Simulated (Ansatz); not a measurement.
W: geometry relaxation

The run: geometry relaxation of W (slab, 3 atoms in the cell). Method and program: DFT, PBE, all-electron LAPW, scalar-relativistic, no spin polarisation (Ansatz 0.2.0).

It belongs to a series of runs on one base structure; here: atoms relaxed, LAPW. Figures and captions count atoms from 1; the log counts them from 0 in places.

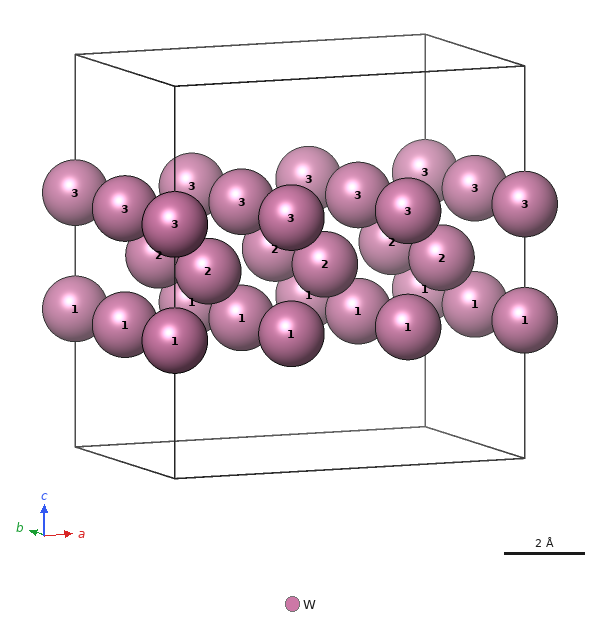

The input geometry (spheres-only view of the 3 × 2 repeat of the cell, with the vacuum cut short, seen slightly off an axis; atoms are numbered from 1 in the order of the input).

The input
```yaml
crystal:
  lattice:
    - [3.18341857, 0.0, 0.0]
    - [0.0, 3.18341857, 0.0]
    - [0.0, 0.0, 19.1834]
  atoms:
    - { symbol: W, position: [0.0, 0.0, 0.4232615824] }
    - { symbol: W, position: [0.5, 0.5, 0.5000000029] }
    - { symbol: W, position: [0.0, 0.0, 0.5767384147] }
kpoints:
  mp_grid: { grid: [11, 11, 1] }
scf:
  occupations: { method: fermi_dirac, width: 0.08 }
hamiltonian:
  xc: pbe
  pseudopotentials: { kind: all_electron, lapw: { basis_error: 0.001 } }
output:
  forces: true
  stress: true
  eigenvalues: true
relax:
  f_tol: 0.01
  max_steps: 12
efield:
  axis: 3
  amplitude: 0
  dipole_correction: true
```

Machine: 1 thread of AMD EPYC (Zen 3), 32 GiB of memory available, shared host.

Launch command:
```bash
ansatz run input.yaml --threads 1 --pin off --max-ram 3584MiB --backend cpu --events-out ev --progress --plain --runs-dir out
```

The program's output
```
The last accepted step is kept in [file] (removed where the run ends without a failure and the disk answers)
LAPW: plane waves up to 9.251 Å⁻¹, error target 1.0e-3 eV per atom; small_component_spin mean_spin; W in spheres of 1.304 Å, 44 of its electrons in bands, Dirac shells [] (how accurate: hamiltonian.pseudopotentials.lapw.basis_error, Limitations)
Engine: ansatz 0.2.0, x86_64-unknown-linux-gnu
Pseudopotentials: kind: all_electron
Pseudopotential: W, LAPW, valence charge 44, lapw/all_electron/scalar/gaussian/W, Koelling and Harmon's equation, gaussian nucleus
Functional definition: PBE
  parameter kappa = 0.804
  parameter beta = 0.06672455060314922
  exchange = pbe_x(kappa = kappa, mu = beta*pi^2/3)
  correlation = pbe_c(beta = beta)
Crystal: 3 atoms, lattice volume = 194.408 Å³
Basis set: ecut = 326.04676117248334 eV, 2629 PW (Γ), exchange–correlation at level 2
Bands: 80, of which v1, the nominal top of the filled ones, is band 66 counted from 1 (65 counted from 0)
Symmetry: 8 space group operations
k-points: 21 of 121
Non-local potential: W, projectors of the file, none
Initial density: superposition of atomic densities (neutral atoms: chi_scale 0, normalization atom)
Initial wavefunctions: plane waves of lowest kinetic energy (no species holds an atomic orbital)
Functional: x = pbe(κ = 0.804, μ = 0.2195149727645171), c = pbe(β = 0.06672455060314922)
iter 1 solved again at ethr=1.22e-2 eV; its pass at ethr=1.00e-1 eV (dr2=1.61e1 eV) is discarded
SCF iter   1: F=—  HF=-1317604.231261 eV  |F-HF|=—  |Δ(HF+E_count)|=         —  Δρ=3.56e-2  dr2=1.61e1  ethr=1.22e-2  p=0.000 e·Å  D=1.11e-14 V/Å  ΔV_dip=-0.00 eV  dr2_dipole=2.30e-13  V_vac-E_F(+/−)=6.48/6.48 eV  ⟨swp⟩=2.0  Hψ=9884  notcnv=0
efield: sawtooth ramp at fractional position 0.9500 (placed from the atoms, in the widest stretch of the axis that holds none; the zero of the levels goes with the place), width 0.1000; the density the first Hamiltonian is built on has a dipole p = -0.000 e·Å; the dipole correction subtracts the counter field D = -2.62e-13 V/Å, which shifts the + side's vacuum level by +0.00 eV against the − side's; the planar-averaged density in the ramp window peaks in size at 4.9e-7 e/Å³
preconditioner: auto → LDOS  [metal: Δε(μ)=0.023 eV  Ē_g=29.033 eV  σ=0.080 eV  W_gap=0.07  n_scr=50 (ndim 8)  ℏωp=23.5 eV  f_vac=0.680  D(μ)=3.69/eV (n_scr^D=10)  β→1.0]
SCF iter   2: F=—  HF=-1317602.670642 eV  |F-HF|=—  |Δ(HF+E_count)|=    1.56e0  Δρ=3.00e-2  dr2=9.54e0  ethr=1.22e-2  p=0.000 e·Å  D=7.30e-9 V/Å  ΔV_dip=-0.00 eV  dr2_dipole=9.46e-10  V_vac-E_F(+/−)=3.07/3.07 eV  ⟨swp⟩=3.0  Hψ=5237  notcnv=0
iter 3 solved again at ethr=3.43e-4 eV; its pass at ethr=7.23e-3 eV (dr2=4.53e-1 eV) is discarded
SCF iter   3: F=—  HF=-1317601.497797 eV  |F-HF|=—  |Δ(HF+E_count)|=    1.17e0  Δρ=6.10e-3  dr2=4.54e-1  ethr=3.43e-4  p=-0.000 e·Å  D=-1.01e-6 V/Å  ΔV_dip=0.00 eV  dr2_dipole=7.35e-11  V_vac-E_F(+/−)=4.65/4.65 eV  ⟨swp⟩=2.0  Hψ=8431  notcnv=0
SCF iter   4: F=—  HF=-1317601.437075 eV  |F-HF|=—  |Δ(HF+E_count)|=         —  Δρ=1.48e-3  dr2=6.55e-3  ethr=3.43e-4  p=-0.000 e·Å  D=-1.09e-6 V/Å  ΔV_dip=0.00 eV  dr2_dipole=2.25e-12  V_vac-E_F(+/−)=4.30/4.30 eV  ⟨swp⟩=2.7  Hψ=5197  notcnv=0
the basis was enlarged: its passes take 1.4 MiB over the memory plan, 1 of 1 planned eigensolver slots
SCF iter   5: F=—  HF=-1317601.434956 eV  |F-HF|=—  |Δ(HF+E_count)|=   2.12e-3  Δρ=7.72e-4  dr2=3.09e-3  ethr=4.96e-6  p=-0.000 e·Å  D=-9.97e-7 V/Å  ΔV_dip=0.00 eV  dr2_dipole=3.56e-12  V_vac-E_F(+/−)=4.23/4.23 eV  ⟨swp⟩=3.0  Hψ=5037  notcnv=0
SCF iter   6: F=—  HF=-1317601.434063 eV  |F-HF|=—  |Δ(HF+E_count)|=   8.93e-4  Δρ=3.18e-4  dr2=3.90e-4  ethr=2.34e-6  p=-0.000 e·Å  D=-5.40e-7 V/Å  ΔV_dip=0.00 eV  dr2_dipole=1.19e-12  V_vac-E_F(+/−)=4.23/4.23 eV  ⟨swp⟩=2.3  Hψ=4957  notcnv=0
SCF iter   7: F=—  HF=-1317601.433999 eV  |F-HF|=—  |Δ(HF+E_count)|=   6.42e-5  Δρ=9.70e-5  dr2=3.54e-5  ethr=2.95e-7  p=-0.000 e·Å  D=-3.21e-7 V/Å  ΔV_dip=0.00 eV  dr2_dipole=9.46e-13  V_vac-E_F(+/−)=4.22/4.22 eV  ⟨swp⟩=3.0  Hψ=5032  notcnv=0
SCF iter   8: F=—  HF=-1317601.433998 eV  |F-HF|=—  |Δ(HF+E_count)|=   8.54e-7  Δρ=2.40e-5  dr2=1.03e-5  ethr=2.68e-8  p=-0.000 e·Å  D=-1.46e-7 V/Å  ΔV_dip=0.00 eV  dr2_dipole=1.19e-13  V_vac-E_F(+/−)=4.21/4.21 eV  ⟨swp⟩=3.0  Hψ=5118  notcnv=0
SCF iter   9: F=-1317601.433997 eV  HF=-1317601.433998 eV  |F-HF|=4.77e-7  |Δ(HF+E_count)|=   2.00e-7  Δρ=9.49e-6  dr2=6.02e-7  ethr=7.80e-9  p=-0.000 e·Å  D=-5.74e-8 V/Å  ΔV_dip=0.00 eV  dr2_dipole=5.35e-14  V_vac-E_F(+/−)=4.20/4.20 eV  ⟨swp⟩=3.0  Hψ=5170  notcnv=0
SCF 1 converged in 9 iterations: F = -1317601.433997 eV  dr2 = 6.02e-7
relax step   1: F+E_penalty+E_count = -1317601.43399739 eV  Δ(F+E_penalty+E_count) = +0.000e0 eV  max|allowed force component| = 3.614e-3 eV/Å  Δτ_max = 0.0000 Å  (9 SCF iters, dr2 threshold 2.50e-6 eV, accepted)
Initial density: handed on by an earlier stage of this run
Initial wavefunctions: those handed on with the density
iter 1 solved again at ethr=4.56e-10 eV; its pass at ethr=1.00e-1 eV (dr2=6.02e-7 eV) is discarded
SCF iter   1: F=—  HF=-1317601.433998 eV  |F-HF|=—  |Δ(HF+E_count)|=         —  Δρ=9.44e-6  dr2=6.02e-7  ethr=4.56e-10  p=-0.000 e·Å  D=-5.74e-8 V/Å  ΔV_dip=0.00 eV  dr2_dipole=5.30e-14  V_vac-E_F(+/−)=4.20/4.20 eV  ⟨swp⟩=2.0  Hψ=6965  notcnv=0
efield: sawtooth ramp at fractional position 0.9500 (handed on by an earlier solve), width 0.1000; the density the first Hamiltonian is built on has a dipole p = -0.000 e·Å; the dipole correction subtracts the counter field D = -5.75e-8 V/Å, which shifts the + side's vacuum level by +0.00 eV against the − side's; the planar-averaged density in the ramp window peaks in size at 1.3e-6 e/Å³
preconditioner: auto → LDOS  [metal: Δε(μ)=0.015 eV  Ē_g=28.613 eV  σ=0.080 eV  W_gap=0.05  n_scr=50 (ndim 8)  ℏωp=23.5 eV  f_vac=0.685  D(μ)=5.78/eV (n_scr^D=42)  β→1.0]
SCF iter   2: F=—  HF=-1317601.433998 eV  |F-HF|=—  |Δ(HF+E_count)|=   2.06e-7  Δρ=7.27e-6  dr2=2.05e-7  ethr=4.56e-10  p=-0.000 e·Å  D=-2.52e-8 V/Å  ΔV_dip=0.00 eV  dr2_dipole=2.35e-15  V_vac-E_F(+/−)=4.20/4.20 eV  ⟨swp⟩=3.0  Hψ=5160  notcnv=0
SCF iter   3: F=-1317601.433998 eV  HF=-1317601.433998 eV  |F-HF|=4.10e-8  |Δ(HF+E_count)|=   1.61e-7  Δρ=2.78e-6  dr2=7.30e-8  ethr=1.55e-10  p=-0.000 e·Å  D=-2.89e-8 V/Å  ΔV_dip=0.00 eV  dr2_dipole=8.70e-15  V_vac-E_F(+/−)=4.20/4.20 eV  ⟨swp⟩=2.3  Hψ=4955  notcnv=0
SCF 2 converged in 3 iterations: F = -1317601.433998 eV  dr2 = 7.30e-8
relax step   2: F+E_penalty+E_count = -1317601.43399788 eV  Δ(F+E_penalty+E_count) = -4.899e-7 eV  max|allowed force component| = 4.813e-3 eV/Å  Δτ_max = 0.0000 Å  (3 SCF iters, accepted)
```

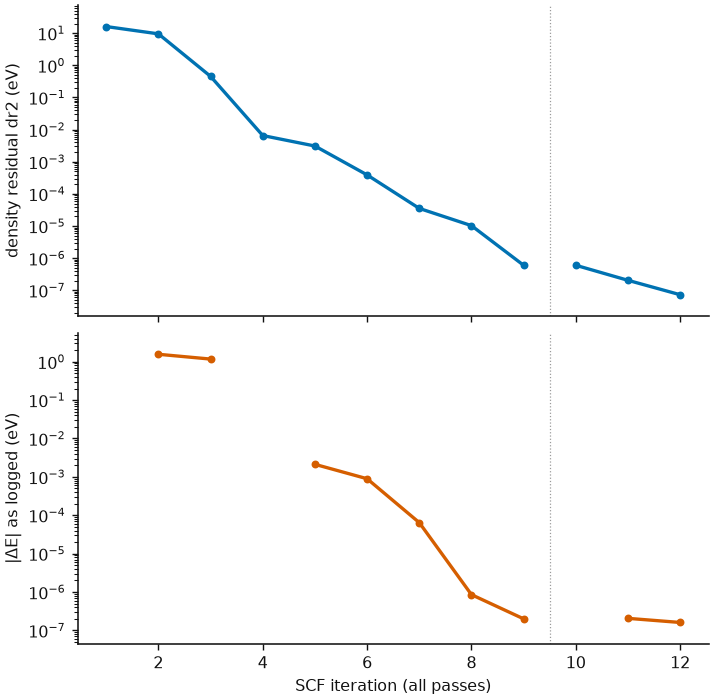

Convergence of the self-consistent field: density residual dr2 and size of the energy change against the SCF iteration. The dotted lines part the SCF passes of the relaxation: geometry steps, rejected trials and re-solves on a re-selected basis. The passes take 9 and 3 iterations.

```
SCF converged after 3 iterations
Free energy (F): -1317601.433998 eV
Harris-Foulkes:  -1317601.433998 eV  (|F-HF|=4.10e-8)
Internal energy: -1317601.313747 eV  (E = F + TS)
E sigma→0 (E₀):  -1317601.373873 eV
Entropy (-TS):   -0.120251 eV (-40.084 meV/atom)
Fermi energy:    4.087238 eV
Dipole field:    D = -0.000000 V/Å  (p = -0.000000 e·Å, saw-weighted, corrected)
Work function:   Φ+ = 4.2011 eV   Φ− = 4.2011 eV
Levels:          The Fermi level and band energies are counted from a zero that moves with the ramp; work functions are not
--- Per-component energies (eV) ---
  E_band       = -16345.279529
  E_kinetic    = 1475633.838304
  E_xc         = -26494.462374
  E_efield     = 0.000000  (sawtooth field / dipole correction)
  E_electrostatic = -2766740.689677  (all electrons and nuclei)
  E_smearing   = -0.120251  (= −TS)
  E_closure    = 0.000000  (closes the sum)
  E_atoms      = -1317572.365869  (free atoms, spherical and without spin; not in F)
  Σ components = -1317601.433998   (vs F -1317601.433998, Δ=0.00e0)
  Basis errors (estimates in eV, not in F): energy 4.0e-4 per atom: plane waves 3.7e-4 (2.1e-4 summed), levels above the bands 8.9e-44, relativity 8.4e-8, radial functions 2.9e-5, core shells 1.2e-7; eigenvalues (radial functions only) 1.9e-7; not estimated: angular momenta, meshes, grids; target (lapw.basis_error) 1.0e-3; muffin-tin radii W 1.304 Å
--- Forces (eV/Å), atoms counted from 1 ---
  atom   1  W     -0.00000000     0.00000000    -0.00481205
  atom   2  W      0.00000000     0.00000000    -0.00000099
  atom   3  W      0.00000000     0.00000000     0.00481326
  max |Σ_I F_I| component: 2.12e-7 eV/Å
--- Stress (GPa, compression-positive) ---
       -4.488801       0.000000       0.000000
        0.000000      -4.488801       0.000000
        0.000000       0.000000       0.013686
  P = ⅓ Tr σ = -2.9880 GPa (-29.880 kbar)
--- Band table (eV; the first three rows and the last of 21) ---
  k-point 0: bands = ["-414.0301", "-414.0301", "-413.9921", "-413.9921", "-413.9921", "-413.9921", "-413.8148", "-413.8148", "-413.7773", "-229.0955", "-229.0955", "-229.0588", "-229.0588", "-229.0588", "-229.0588", "-229.0524", "-229.0524", "-229.0299", "-229.0299", "-228.9085", "-228.8721", "-228.8602", "-228.8278", "-228.8278", "-69.9760", "-69.9108", "-69.7193", "-34.4213", "-34.4206", "-34.4206", "-34.4172", "-34.0068", "-34.0068", "-33.7541", "-33.6155", "-33.6155", "-24.2618", "-24.2529", "-24.2417", "-24.2417", "-24.2350", "-24.2350", "-24.2166", "-24.2163", "-24.2029", "-24.1991", "-24.1896", "-24.1896", "-24.1892", "-24.1892", "-24.0706", "-24.0706", "-24.0284", "-24.0206", "-24.0088", "-24.0088", "-23.9826", "-4.0090", "-1.1081", "-0.6824", "-0.4171", "1.8186", "3.1988", "3.2911", "3.2911", "3.6696", "3.9511", "4.0604", "4.0604", "5.3360", "5.8526", "7.0801", "7.0801", "7.3590", "8.0730", "8.1513", "8.7212", "9.4715", "9.9580", "11.7600"]
  k-point 1: bands = ["-414.0301", "-414.0301", "-413.9921", "-413.9921", "-413.9921", "-413.9921", "-413.8148", "-413.8148", "-413.7773", "-229.0955", "-229.0955", "-229.0588", "-229.0588", "-229.0588", "-229.0588", "-229.0524", "-229.0524", "-229.0299", "-229.0299", "-228.9085", "-228.8721", "-228.8602", "-228.8278", "-228.8278", "-69.9720", "-69.9101", "-69.7221", "-34.5268", "-34.4270", "-34.4036", "-34.3241", "-34.0508", "-34.0053", "-33.7165", "-33.6343", "-33.6310", "-24.2617", "-24.2527", "-24.2420", "-24.2416", "-24.2354", "-24.2350", "-24.2164", "-24.2159", "-24.2026", "-24.1991", "-24.1900", "-24.1896", "-24.1892", "-24.1889", "-24.0711", "-24.0702", "-24.0283", "-24.0204", "-24.0092", "-24.0089", "-23.9828", "-3.8340", "-0.9935", "-0.6208", "-0.3021", "1.7992", "2.8027", "3.1475", "3.1640", "3.5043", "3.9900", "4.3799", "4.4687", "5.5774", "5.6331", "6.7723", "7.2844", "7.5002", "8.1850", "8.2447", "8.5058", "9.5931", "10.1277", "12.0488"]
  k-point 2: bands = ["-414.0301", "-414.0301", "-413.9921", "-413.9921", "-413.9921", "-413.9921", "-413.8148", "-413.8148", "-413.7773", "-229.0955", "-229.0955", "-229.0588", "-229.0588", "-229.0588", "-229.0588", "-229.0524", "-229.0524", "-229.0299", "-229.0299", "-228.9085", "-228.8721", "-228.8602", "-228.8278", "-228.8278", "-69.9608", "-69.9084", "-69.7301", "-34.6342", "-34.4521", "-34.3542", "-34.2551", "-34.1219", "-34.0012", "-33.6807", "-33.6764", "-33.6525", "-24.2612", "-24.2524", "-24.2428", "-24.2413", "-24.2365", "-24.2350", "-24.2159", "-24.2150", "-24.2017", "-24.1993", "-24.1911", "-24.1908", "-24.1881", "-24.1881", "-24.0725", "-24.0691", "-24.0282", "-24.0196", "-24.0101", "-24.0091", "-23.9835", "-3.3432", "-0.7575", "-0.5509", "0.0929", "2.0013", "2.2075", "2.6120", "2.7624", "3.8569", "4.1784", "4.6776", "4.9700", "5.4467", "5.9490", "6.2173", "7.1358", "8.2034", "8.2051", "8.5081", "8.5886", "9.9593", "10.5043", "11.6621"]
  k-point 20: bands = ["-414.0301", "-414.0301", "-413.9921", "-413.9921", "-413.9921", "-413.9921", "-413.8148", "-413.8148", "-413.7773", "-229.0955", "-229.0955", "-229.0588", "-229.0588", "-229.0588", "-229.0588", "-229.0524", "-229.0524", "-229.0299", "-229.0299", "-228.9085", "-228.8721", "-228.8602", "-228.8278", "-228.8278", "-69.9071", "-69.8951", "-69.7567", "-34.7614", "-34.7602", "-34.3744", "-34.2284", "-34.1884", "-34.1492", "-33.9235", "-33.6487", "-33.6398", "-24.2581", "-24.2510", "-24.2460", "-24.2459", "-24.2397", "-24.2396", "-24.2101", "-24.2088", "-24.2005", "-24.1997", "-24.1911", "-24.1911", "-24.1889", "-24.1889", "-24.0728", "-24.0728", "-24.0239", "-24.0155", "-24.0107", "-24.0106", "-23.9865", "-0.9058", "-0.2085", "1.0308", "1.1275", "1.6821", "1.7647", "1.9013", "4.8522", "4.9944", "5.4721", "5.9737", "6.0308", "6.4579", "6.6728", "7.2209", "7.5167", "8.0352", "10.1784", "10.9544", "12.2212", "12.5996", "13.5246", "13.6495"]
--- Relaxed structure (2 steps of the walk, 2 accepted, 0 SCFs on fresh bases) ---
  F+E_penalty+E_count = -1317601.43399788 eV   max|allowed force component| = 4.813e-3 eV/Å
  atoms:
    - { symbol: W, position: [0.0, 0.0, 0.4232615824] }
    - { symbol: W, position: [0.5, 0.5, 0.5000000029] }
    - { symbol: W, position: [0.0, 0.0, 0.5767384147000001] }
```

Trajectory as extended XYZ (Å, eV, eV/Å), 2 frames, from step=1 to step=2
```
3
Lattice="3.1834 0.0000 0.0000 0.0000 3.1834 0.0000 0.0000 0.0000 19.1834" Properties=species:S:1:pos:R:3:forces:R:3 step=1 energy=-1317601.43400
W     0.0000    0.0000    8.1196    0.0000   0.0000  -0.0036
W     1.5917    1.5917    9.5917    0.0000   0.0000   0.0000
W     0.0000    0.0000   11.0638    0.0000   0.0000   0.0036
3
Lattice="3.1834 0.0000 0.0000 0.0000 3.1834 0.0000 0.0000 0.0000 19.1834" Properties=species:S:1:pos:R:3:forces:R:3 step=2 energy=-1317601.43400
W     0.0000    0.0000    8.1196    0.0000   0.0000  -0.0048
W     1.5917    1.5917    9.5917    0.0000   0.0000   0.0000
W     0.0000    0.0000   11.0638    0.0000   0.0000   0.0048
```

Key numbers

```json
{"quantity": "outcome", "value": "converged"}
{"quantity": "electrons in bands (core shells apart)", "value": "132"}
{"quantity": "free energy", "value": "−1317601.4340 eV"}
{"quantity": "Fermi energy", "value": "4.087 eV"}
{"quantity": "final volume", "value": "194.41 Å³"}
{"quantity": "largest force (length of the vector) at the end", "value": "0.005 eV/Å"}
{"quantity": "wall time", "value": "3.4 min"}
{"quantity": "peak memory", "value": "0.77 GiB"}
```

Remarks

Spin–orbit coupling is left out, which matters for W.
